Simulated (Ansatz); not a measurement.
**Geometry relaxation, with input and output: SiC**

The run: geometry relaxation of SiC (F-43m, 2 atoms in the cell). Method and program: DFT, PBE, plane waves, PAW, no spin polarisation (Ansatz 0.2.0).

The structure derives from an entry of the Crystallography Open Database. Figures and captions count atoms from 1; the log counts them from 0 in places.

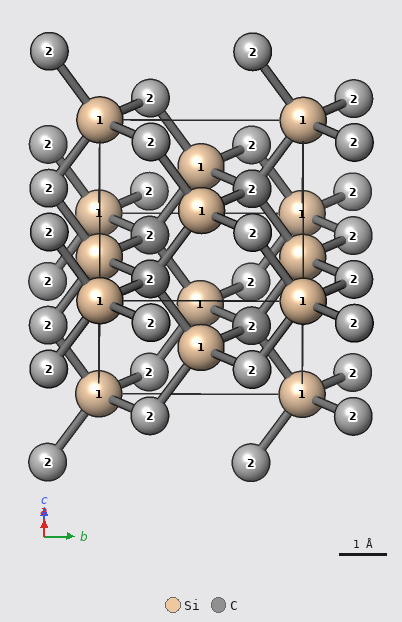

*The starting structure (ball-and-stick view of the cell 4 times as large as that of the calculation, set on its symmetry axes, seen at an oblique angle; neighbours outside the cell are drawn fainter; atoms are numbered from 1 in the order of the input).*

Near neighbours in the crystal (not all of them lie inside the picture): Si has 4 C at 1.89 Å; C has 4 Si at 1.89 Å.

**Results in brief**

- outcome: converged
- space group (tolerance 0.01 Å): F-43m (216)
- electrons treated: 8
- free energy: −887.0352 eV
- Fermi energy: 9.992 eV
- gap on the k-point mesh: 1.33 eV
- pressure: 0.00 GPa
- final volume: 21.04 Å³
- largest force (length of the vector) at the end: under 0.001 eV/Å
- final cell: a = 3.099 Å, b = 3.099 Å, c = 3.099 Å, α = 60.00°, β = 60.00°, γ = 60.00°
- hardware: 1 thread of Arm Neoverse V1, 24 GiB of memory available, shared host
- wall time: 2.3 s
- peak memory: 0.23 GiB

**Notes**

These settings are looser than, or depart from, a standard set-up, so the numbers are not reference values for this system.

**Input**
```yaml
crystal:
  lattice:
    - [0.0, 2.179, 2.179]
    - [2.179, 0.0, 2.179]
    - [2.179, 2.179, 0.0]
  atoms:
    - { symbol: Si, position: [0.0, 0.0, 0.0] }
    - { symbol: C, position: [0.25, 0.25, 0.25] }
basis:
  ecutwfc: 420
kpoints:
  mp_grid: { grid: [4, 4, 4] }
hamiltonian:
  xc: pbe
scf:
  occupations: { method: gaussian, width: 0.02 }
output:
  forces: true
  stress: true
  eigenvalues: true
relax:
  adjacent_minimum: "off"
  f_tol: 0.005
  max_steps: 80
  cell: { stress_tol: 0.05 }
```

Run as:
```bash
ansatz run input.yaml --threads 1 --pin off --max-ram 2560MiB --backend cpu --events-out ev --progress --plain --runs-dir out
```

**Output**
```
Engine: ansatz 0.2.0, aarch64-unknown-linux-gnu
Pseudopotentials: kind: paw
Pseudopotential: Si, paw, valence charge 4, recommended cutoff 420 eV (normal), Si.paw.azcp
Pseudopotential: C, paw, valence charge 4, recommended cutoff 420 eV (normal), C.paw.azcp
Functional definition: PBE
  parameter kappa = 0.804
  parameter beta = 0.06672455060314922
  exchange = pbe_x(kappa = kappa, mu = beta*pi^2/3)
  correlation = pbe_c(beta = beta)
Crystal: 2 atoms, lattice volume = 20.692 Å³
Basis set: ecut = 420 eV, 411 PW (Γ), exchange–correlation on 48×48×48 points (8 copies of the dense FFT grid, shifted against one another)
Bands: 8, of which v1, the nominal top of the filled ones, is band 4 counted from 1 (3 counted from 0)
Symmetry: 24 space group operations
Space group: F-43m (ITA 216), of the structure as read, at distance tolerance 2.7e-5 Å
k-points: 8 of 64 (time reversal used)
Non-local potential: Si, projectors of the file, l = 0: 2, l = 1: 2, l = 2: 2
Non-local potential: C, projectors of the file, l = 0: 2, l = 1: 2, l = 2: 1
PAW form: soft (Blöchl's): semilocal exchange-correlation on the pseudo side does not see the compensation charge
PAW one-centre angular grid: Si, 110 points (default); XC on 64 Gauss nodes
PAW one-centre angular grid: C, 110 points (default); XC on 64 Gauss nodes
Initial density: superposition of atomic densities (neutral atoms: chi_scale 0, normalization atom), corrected by the library's trained network
Initial wavefunctions: pseudopotential atomic-orbital guess
Functional: x = pbe(κ = 0.804, μ = 0.2195149727645171), c = pbe(β = 0.06672455060314922)
SCF iter   1: F=—  HF=-887.031223 eV  |F-HF|=—  |Δ(HF+E_count)|=         —  Δρ=2.21e-3  dr2=1.07e-3  ethr=1.77e-3  ⟨swp⟩=5.9  Hψ=529  notcnv=0
preconditioner: auto → none  [insulator: Δε(μ)=1.336 eV  Ē_g=13.968 eV  σ=0.020 eV  W_gap=1.00  n_scr=0 (ndim 8)  ℏωp=23.1 eV  f_vac=0.000  D(μ)=0.00/eV (n_scr^D=0)  ε∞_Penn≈3.7]
SCF iter   2: F=—  HF=-887.031212 eV  |F-HF|=—  |Δ(HF+E_count)|=   1.19e-5  Δρ=7.90e-4  dr2=6.96e-5  ethr=1.34e-5  ⟨swp⟩=2.6  Hψ=186  notcnv=0
SCF iter   3: F=—  HF=-887.031249 eV  |F-HF|=—  |Δ(HF+E_count)|=   3.73e-5  Δρ=3.39e-4  dr2=1.23e-5  ethr=8.71e-7  ⟨swp⟩=2.0  Hψ=89  notcnv=0
SCF iter   4: F=—  HF=-887.031264 eV  |F-HF|=—  |Δ(HF+E_count)|=   1.47e-5  Δρ=3.73e-5  dr2=1.21e-7  ethr=1.54e-7  ⟨swp⟩=2.6  Hψ=99  notcnv=0
iter 5 did not close the SCF: its close was put off for the readings that it lacked (scf_convergence_deferred on its scf_iter line)
SCF iter   5: F=-887.031264 eV  HF=-887.031264 eV  |F-HF|=1.60e-9  |Δ(HF+E_count)|=   1.85e-7  Δρ=5.09e-6  dr2=5.28e-9  ethr=1.51e-9  ⟨swp⟩=2.0  Hψ=93  notcnv=0
SCF iter   6: F=-887.031264 eV  HF=-887.031264 eV  |F-HF|=2.02e-11  |Δ(HF+E_count)|=  7.66e-10  Δρ=4.35e-7  dr2=1.83e-11  ethr=6.60e-11  ⟨swp⟩=1.9  Hψ=193  notcnv=0
SCF 1 converged in 6 iterations: F = -887.031264 eV  dr2 = 1.83e-11
  greatest PAW one-centre occupation: 0.640 electrons in one spin orbital (limit 2), on the C atom at site 1 (counted from 0), in its partial waves of l = 0
relax step   1: F+E_penalty+E_count = -887.03126378 eV  Δ(F+E_penalty+E_count) = +0.000e0 eV  max|allowed force component| = 5.551e-16 eV/Å  Δτ_max = 0.0000 Å  P = +3.681 GPa  Ω = 20.692 Å³  (6 SCF iters, dr2 threshold 1.00e-7 eV, accepted)
Crystal: 2 atoms, lattice volume = 20.874 Å³
Initial density: handed on by an earlier stage of this run
Initial wavefunctions: those handed on with the density
iter 1 solved again at ethr=1.60e-5 eV; its pass at ethr=3.10e-3 eV (dr2=1.28e-3 eV) is discarded
SCF iter   1: F=—  HF=-887.034362 eV  |F-HF|=—  |Δ(HF+E_count)|=         —  Δρ=2.20e-3  dr2=1.25e-3  ethr=1.60e-5  ⟨swp⟩=1.0  Hψ=525  notcnv=0
preconditioner: auto → none  [insulator: Δε(μ)=1.294 eV  Ē_g=13.870 eV  σ=0.020 eV  W_gap=1.00  n_scr=0 (ndim 8)  ℏωp=23.0 eV  f_vac=0.000  D(μ)=0.00/eV (n_scr^D=0)  ε∞_Penn≈3.7]
SCF iter   2: F=—  HF=-887.033987 eV  |F-HF|=—  |Δ(HF+E_count)|=   3.75e-4  Δρ=5.47e-4  dr2=5.20e-5  ethr=1.57e-5  ⟨swp⟩=2.2  Hψ=121  notcnv=0
SCF iter   3: F=—  HF=-887.033977 eV  |F-HF|=—  |Δ(HF+E_count)|=   1.01e-5  Δρ=1.70e-4  dr2=5.44e-6  ethr=6.50e-7  ⟨swp⟩=2.4  Hψ=94  notcnv=0
SCF iter   4: F=-887.033977 eV  HF=-887.033977 eV  |F-HF|=5.16e-8  |Δ(HF+E_count)|=   1.36e-7  Δρ=2.24e-5  dr2=6.88e-8  ethr=2.50e-9  ⟨swp⟩=3.0  Hψ=252  notcnv=0
SCF 2 converged in 4 iterations: F = -887.033977 eV  dr2 = 6.88e-8
  greatest PAW one-centre occupation: 0.638 electrons in one spin orbital (limit 2), on the C atom at site 1 (counted from 0), in its partial waves of l = 0
relax step   2: F+E_penalty+E_count = -887.03397675 eV  Δ(F+E_penalty+E_count) = -2.713e-3 eV  max|allowed force component| = 4.626e-17 eV/Å  Δτ_max = 0.0000 Å  P = +1.696 GPa  Ω = 20.874 Å³  energy of the carried Pulay correction = -3.379e-4 eV  (4 SCF iters, dr2 threshold 2.00e-7 eV, accepted)
Crystal: 2 atoms, lattice volume = 21.032 Å³
iter 1 solved again at ethr=1.19e-5 eV; its pass at ethr=3.10e-3 eV (dr2=9.49e-4 eV) is discarded
SCF iter   1: F=—  HF=-887.034816 eV  |F-HF|=—  |Δ(HF+E_count)|=         —  Δρ=1.88e-3  dr2=9.28e-4  ethr=1.19e-5  ⟨swp⟩=1.0  Hψ=525  notcnv=0
preconditioner: auto → none  [insulator: Δε(μ)=1.304 eV  Ē_g=13.802 eV  σ=0.020 eV  W_gap=1.00  n_scr=0 (ndim 8)  ℏωp=22.9 eV  f_vac=0.000  D(μ)=0.00/eV (n_scr^D=0)  ε∞_Penn≈3.8]
SCF iter   2: F=—  HF=-887.034540 eV  |F-HF|=—  |Δ(HF+E_count)|=   2.75e-4  Δρ=4.81e-4  dr2=4.05e-5  ethr=1.16e-5  ⟨swp⟩=2.2  Hψ=119  notcnv=0
SCF iter   3: F=—  HF=-887.034537 eV  |F-HF|=—  |Δ(HF+E_count)|=   3.00e-6  Δρ=1.51e-4  dr2=4.32e-6  ethr=5.06e-7  ⟨swp⟩=2.4  Hψ=94  notcnv=0
SCF iter   4: F=-887.034537 eV  HF=-887.034537 eV  |F-HF|=4.57e-8  |Δ(HF+E_count)|=   7.23e-8  Δρ=2.04e-5  dr2=5.76e-8  ethr=2.50e-9  ⟨swp⟩=3.0  Hψ=248  notcnv=0
SCF 3 converged in 4 iterations: F = -887.034537 eV  dr2 = 5.76e-8
relax step   3: F+E_penalty+E_count = -887.03453728 eV  Δ(F+E_penalty+E_count) = -5.605e-4 eV  max|allowed force component| = 8.558e-17 eV/Å  Δτ_max = 0.0000 Å  P = +0.038 GPa  Ω = 21.032 Å³  energy of the carried Pulay correction = -6.288e-4 eV  (4 SCF iters, dr2 threshold 2.00e-7 eV, accepted)
Initial wavefunctions: pseudopotential atomic-orbital guess (no wavefunctions were taken with the density)
iter 1 solved again at ethr=1.03e-7 eV; its pass at ethr=3.10e-3 eV (dr2=8.27e-6 eV) is discarded
SCF iter   1: F=—  HF=-887.035185 eV  |F-HF|=—  |Δ(HF+E_count)|=         —  Δρ=7.46e-5  dr2=2.31e-7  ethr=1.03e-7  ⟨swp⟩=3.0  Hψ=711  notcnv=0
preconditioner: auto → none  [insulator: Δε(μ)=1.328 eV  Ē_g=13.810 eV  σ=0.020 eV  W_gap=1.00  n_scr=0 (ndim 8)  ℏωp=22.9 eV  f_vac=0.000  D(μ)=0.00/eV (n_scr^D=0)  ε∞_Penn≈3.7]
SCF iter   2: F=—  HF=-887.035184 eV  |F-HF|=—  |Δ(HF+E_count)|=   1.41e-6  Δρ=3.62e-5  dr2=5.45e-8  ethr=2.88e-9  ⟨swp⟩=2.2  Hψ=98  notcnv=0
SCF iter   3: F=—  HF=-887.035184 eV  |F-HF|=—  |Δ(HF+E_count)|=   1.49e-7  Δρ=8.64e-6  dr2=9.35e-9  ethr=6.81e-10  ⟨swp⟩=2.2  Hψ=94  notcnv=0
SCF iter   4: F=—  HF=-887.035184 eV  |F-HF|=—  |Δ(HF+E_count)|=   2.11e-9  Δρ=9.23e-7  dr2=5.04e-11  ethr=1.17e-10  ⟨swp⟩=2.2  Hψ=92  notcnv=0
SCF iter   5: F=-887.035184 eV  HF=-887.035184 eV  |F-HF|=0.00e0  |Δ(HF+E_count)|=  1.19e-10  Δρ=1.18e-7  dr2=2.30e-12  ethr=1.00e-12  ⟨swp⟩=5.2  Hψ=226  notcnv=0
SCF 4 converged in 5 iterations: F = -887.035184 eV  dr2 = 2.30e-12
relax step   4: F+E_penalty+E_count = -887.03518382 eV  Δ(F+E_penalty+E_count) = -6.465e-4 eV  max|allowed force component| = 6.476e-17 eV/Å  Δτ_max = 0.0000 Å  P = +0.088 GPa  Ω = 21.032 Å³  stress off target by 8.83e-2 GPa  SCF on the basis re-selected at this cell (its energy is not comparable with the rows above)  (5 SCF iters)
basis re-selected at this cell: Δ(F+E_penalty+E_count) = -6.465e-4 eV, ΔP = +0.050 GPa vs the last step (what re-selecting the basis moved, of the pressure what is left beyond the Pulay correction that the steps carried, after the strain that the cell walked since its last selection, with what the two solves' SCF thresholds leave and, on support functions, any second-order correction that the steps lacked; it is no measure of the basis error at this ecutwfc). This SCF's stress stands 8.83e-2 GPa from its target on what of the cell is left free (relax.cell.stress_tol is 5.00e-2 GPa) and its largest allowed force component is 6.48e-17 eV/Å (relax.f_tol is 5.00e-3 eV/Å): not within both, so this SCF does not close the relaxation
Crystal: 2 atoms, lattice volume = 21.041 Å³
iter 1 solved again at ethr=3.35e-8 eV; its pass at ethr=3.10e-3 eV (dr2=2.68e-6 eV) is discarded
SCF iter   1: F=—  HF=-887.035170 eV  |F-HF|=—  |Δ(HF+E_count)|=         —  Δρ=1.00e-4  dr2=2.62e-6  ethr=3.35e-8  ⟨swp⟩=1.0  Hψ=525  notcnv=0
preconditioner: auto → none  [insulator: Δε(μ)=1.327 eV  Ē_g=13.806 eV  σ=0.020 eV  W_gap=1.00  n_scr=0 (ndim 8)  ℏωp=22.9 eV  f_vac=0.000  D(μ)=0.00/eV (n_scr^D=0)  ε∞_Penn≈3.8]
SCF iter   2: F=—  HF=-887.035171 eV  |F-HF|=—  |Δ(HF+E_count)|=   2.11e-7  Δρ=2.58e-5  dr2=1.18e-7  ethr=3.27e-8  ⟨swp⟩=2.2  Hψ=91  notcnv=0
SCF iter   3: F=-887.035171 eV  HF=-887.035171 eV  |F-HF|=1.29e-9  |Δ(HF+E_count)|=   3.30e-8  Δρ=7.93e-6  dr2=1.19e-8  ethr=2.44e-10  ⟨swp⟩=4.1  Hψ=193  notcnv=0
SCF 5 converged in 3 iterations: F = -887.035171 eV  dr2 = 1.19e-8
relax step   5: F+E_penalty+E_count = -887.03517059 eV  Δ(F+E_penalty+E_count) = +1.322e-5 eV  max|allowed force component| = 4.626e-17 eV/Å  Δτ_max = 0.0000 Å  P = +0.002 GPa  Ω = 21.041 Å³  energy of the carried Pulay correction = -1.561e-5 eV  (3 SCF iters, dr2 threshold 1.95e-8 eV, accepted)
iter 1 solved again at ethr=1.07e-7 eV; its pass at ethr=3.10e-3 eV (dr2=8.55e-6 eV) is discarded
SCF iter   1: F=—  HF=-887.035172 eV  |F-HF|=—  |Δ(HF+E_count)|=         —  Δρ=7.56e-6  dr2=1.11e-8  ethr=1.07e-7  ⟨swp⟩=2.9  Hψ=710  notcnv=0
preconditioner: auto → none  [insulator: Δε(μ)=1.328 eV  Ē_g=13.806 eV  σ=0.020 eV  W_gap=1.00  n_scr=0 (ndim 8)  ℏωp=22.9 eV  f_vac=0.000  D(μ)=0.00/eV (n_scr^D=0)  ε∞_Penn≈3.8]
SCF iter   2: F=—  HF=-887.035171 eV  |F-HF|=—  |Δ(HF+E_count)|=   1.15e-6  Δρ=4.12e-6  dr2=2.71e-9  ethr=1.39e-10  ⟨swp⟩=2.4  Hψ=96  notcnv=0
SCF iter   3: F=—  HF=-887.035171 eV  |F-HF|=—  |Δ(HF+E_count)|=  5.26e-10  Δρ=1.80e-6  dr2=7.73e-10  ethr=3.39e-11  ⟨swp⟩=2.5  Hψ=94  notcnv=0
SCF iter   4: F=—  HF=-887.035171 eV  |F-HF|=—  |Δ(HF+E_count)|=  2.30e-10  Δρ=3.88e-7  dr2=2.33e-11  ethr=9.66e-12  ⟨swp⟩=2.4  Hψ=94  notcnv=0
SCF iter   5: F=-887.035171 eV  HF=-887.035171 eV  |F-HF|=2.84e-12  |Δ(HF+E_count)|=  1.36e-12  Δρ=1.89e-7  dr2=5.99e-12  ethr=1.00e-12  ⟨swp⟩=5.0  Hψ=224  notcnv=0
SCF 6 converged in 5 iterations: F = -887.035171 eV  dr2 = 5.99e-12
relax step   6: F+E_penalty+E_count = -887.03517059 eV  Δ(F+E_penalty+E_count) = -1.030e-9 eV  max|allowed force component| = 1.203e-16 eV/Å  Δτ_max = 0.0000 Å  P = +0.002 GPa  Ω = 21.041 Å³  stress off target by 2.00e-3 GPa  SCF on the basis re-selected at this cell (its energy is not comparable with the rows above)  (5 SCF iters)
```

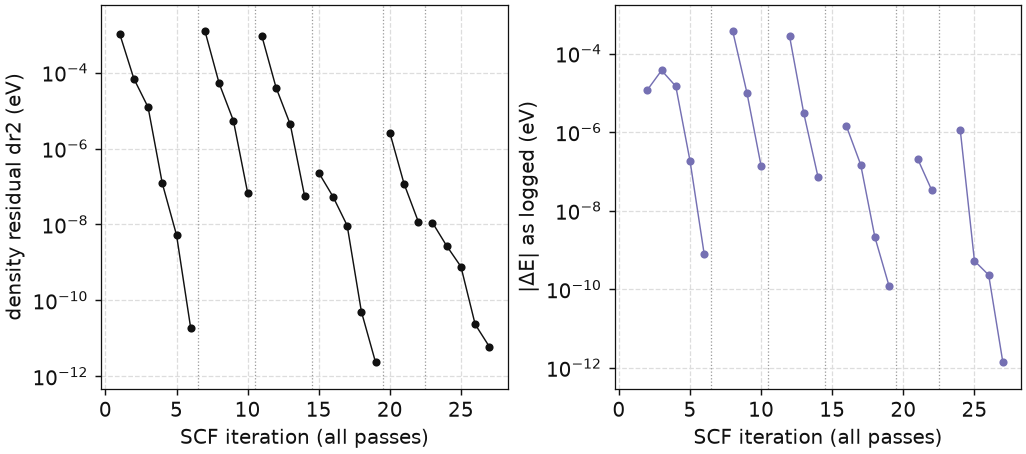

*Convergence of the self-consistent field: density residual dr2 and size of the energy change against the SCF iteration. The dotted lines part the SCF passes of the relaxation: geometry steps, rejected trials and re-solves on a re-selected basis.*

The 6 passes take 3 to 6 iterations each, 27 in all.

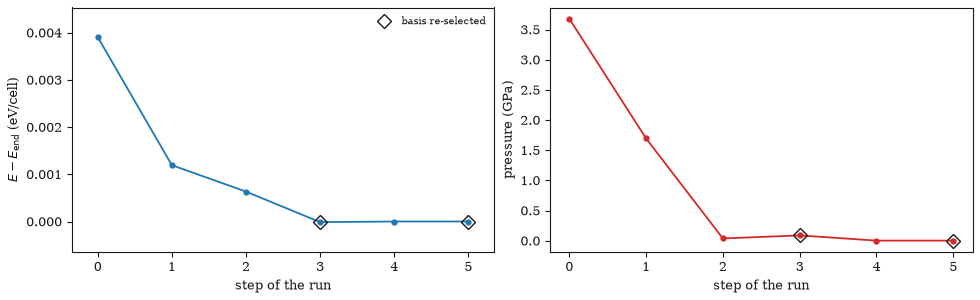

*Progress of the relaxation, step by step (the first geometry is step 0 here and step 1 in the log).*

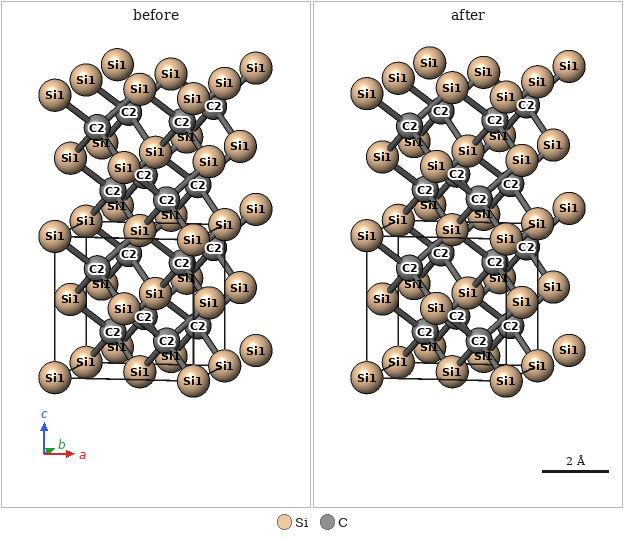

*Before (left) and after (right) the relaxation, at one scale (ball-and-stick view of the cell 4 times as large as that of the calculation, set on its symmetry axes, repeated 1 × 2 × 2, seen slightly off an axis).*

No atom moves by more than 0.005 Å relative to the cell. The drawn cell changes as follows: a = b = c 4.358 → 4.382 Å (+0.6 %); the volume changes by +1.7 %. Among the contacts that change: Si1–C2 1.887 → 1.898 Å. The space group stays F-43m (No. 216). The energy falls by 3.9 meV per cell of the calculation in 3 geometry steps. All forces vanish by symmetry, so only the cell relaxes. The pressure goes from 3.68 to 0.00 GPa. 1 further SCF at an unchanged geometry re-selected the plane-wave basis for the new cell. The energy change given includes the shifts at the re-selections in mid-walk, which come without any move. A last SCF at the same geometry on a re-selected plane-wave basis shifts the energy by next to nothing (0.0 meV per cell of the calculation). (Atoms are counted from 1 in the order of the input.)

```
basis re-selected at this cell: Δ(F+E_penalty+E_count) = -1.030e-9 eV, ΔP = +0.000 GPa vs the last step (what re-selecting the basis moved, of the pressure what is left beyond the Pulay correction that the steps carried, after the strain that the cell walked since its last selection, with what the two solves' SCF thresholds leave and, on support functions, any second-order correction that the steps lacked; it is no measure of the basis error at this ecutwfc). This SCF's stress stands 2.00e-3 GPa from its target on what of the cell is left free (relax.cell.stress_tol is 5.00e-2 GPa) and its largest allowed force component is 1.20e-16 eV/Å (relax.f_tol is 5.00e-3 eV/Å): within both
SCF converged after 5 iterations
Free energy (F): -887.035171 eV
Harris-Foulkes:  -887.035171 eV  (|F-HF|=2.84e-12)
Internal energy: -887.035171 eV  (E = F + TS)
E sigma→0 (E₀):  -887.035171 eV
Fermi energy:    9.992323 eV
--- Per-component energies (eV) ---
  E_band       = 27.811634
  E_kinetic    = 135.410644
  E_local      = -105.998917  (includes V_loc(G=0)·N_el)
  E_nonlocal   = 51.492788
  E_hartree    = 32.570198
  E_xc         = -105.218632
  E_vxc        = -109.005320  (∫ρ·V_xc dr)
  E_paw        = -612.090769  (= ΣΔE_a)
  E_vpaw       = -9.227964  (= ΣTr[D̂ρ^β])
  E_aug_tail   = 0.000012  (compensation charges beyond the density's cutoff)
  E_ewald      = -283.200495
  E_smearing   = -0.000000  (= −TS)
  E_closure    = 0.000000  (closes the sum)
  Σ components = -887.035171   (vs F -887.035171, Δ=0.00e0)
--- Forces (eV/Å), atoms counted from 1 ---
  atom   1  Si     0.00000000     0.00000000    -0.00000000
  atom   2  C     -0.00000000    -0.00000000     0.00000000
  max |Σ_I F_I| component: 1.30e-16 eV/Å
--- Stress (GPa, compression-positive) ---
        0.002002      -0.000000       0.000000
       -0.000000       0.002002       0.000000
       -0.000000       0.000000       0.002002
  P = ⅓ Tr σ = 0.0020 GPa (0.020 kbar)
--- Band table (eV; the first three rows and the last of 8) ---
  k-point 0: bands = ["-5.9707", "9.3285", "9.3285", "9.3285", "15.3376", "16.4728", "16.4728", "16.4728"]
  k-point 1: bands = ["-4.7894", "5.0472", "8.7204", "8.7204", "15.1324", "17.0856", "17.0856", "18.5122"]
  k-point 2: bands = ["-2.4542", "0.8509", "8.2732", "8.2732", "14.5760", "16.4390", "16.4390", "19.2590"]
  k-point 7: bands = ["-0.7863", "2.2971", "4.3931", "4.6767", "14.4885", "18.5839", "18.5862", "18.9883"]
--- Relaxed structure (4 steps of the walk, 4 accepted, 2 SCFs on fresh bases) ---
  F+E_penalty+E_count = -887.03517059 eV   max|allowed force component| = 1.203e-16 eV/Å   (the final SCF, on the basis selected at the relaxed cell)
  cell:  # Å, volume = 21.0410 Å³
    - [-2.415621213361301e-34, 2.191182108339894, 2.191182108339894]
    - [2.191182108339894, 1.0197028505400621e-33, 2.191182108339894]
    - [2.191182108339894, 2.191182108339894, 7.768761239533452e-34]
  atoms:
    - { symbol: Si, position: [-2.301717560123188e-34, 2.9277847364766953e-34, 2.3753725220471296e-34] }
    - { symbol: C, position: [0.25, 0.25, 0.25] }
```

**Trajectory as extended XYZ (Å, eV, eV/Å), 6 frames, from step=1 to step=6**
```
2
Lattice="0.0000 2.1790 2.1790 2.1790 0.0000 2.1790 2.1790 2.1790 0.0000" Properties=species:S:1:pos:R:3:forces:R:3 step=1 energy=-887.03126 pressure_GPa=3.68
Si    0.0000    0.0000    0.0000    0.0000   0.0000   0.0000
C     1.0895    1.0895    1.0895    0.0000   0.0000   0.0000
2
Lattice="0.0000 2.1854 2.1854 2.1854 0.0000 2.1854 2.1854 2.1854 0.0000" Properties=species:S:1:pos:R:3:forces:R:3 step=2 energy=-887.03398 pressure_GPa=1.70
Si    0.0000    0.0000    0.0000    0.0000   0.0000   0.0000
C     1.0927    1.0927    1.0927    0.0000   0.0000   0.0000
2
Lattice="0.0000 2.1909 2.1909 2.1909 0.0000 2.1909 2.1909 2.1909 0.0000" Properties=species:S:1:pos:R:3:forces:R:3 step=3 energy=-887.03454 pressure_GPa=0.04
Si    0.0000    0.0000    0.0000    0.0000   0.0000   0.0000
C     1.0954    1.0954    1.0954    0.0000   0.0000   0.0000
2
Lattice="0.0000 2.1909 2.1909 2.1909 0.0000 2.1909 2.1909 2.1909 0.0000" Properties=species:S:1:pos:R:3:forces:R:3 step=4 energy=-887.03518 pressure_GPa=0.09
Si    0.0000    0.0000    0.0000    0.0000   0.0000   0.0000
C     1.0954    1.0954    1.0954    0.0000   0.0000   0.0000
2
Lattice="0.0000 2.1912 2.1912 2.1912 0.0000 2.1912 2.1912 2.1912 0.0000" Properties=species:S:1:pos:R:3:forces:R:3 step=5 energy=-887.03517 pressure_GPa=0.00
Si    0.0000    0.0000    0.0000    0.0000   0.0000   0.0000
C     1.0956    1.0956    1.0956    0.0000   0.0000   0.0000
2
Lattice="0.0000 2.1912 2.1912 2.1912 0.0000 2.1912 2.1912 2.1912 0.0000" Properties=species:S:1:pos:R:3:forces:R:3 step=6 energy=-887.03517 pressure_GPa=0.00
Si    0.0000    0.0000    0.0000    0.0000   0.0000   0.0000
C     1.0956    1.0956    1.0956    0.0000   0.0000   0.0000
```
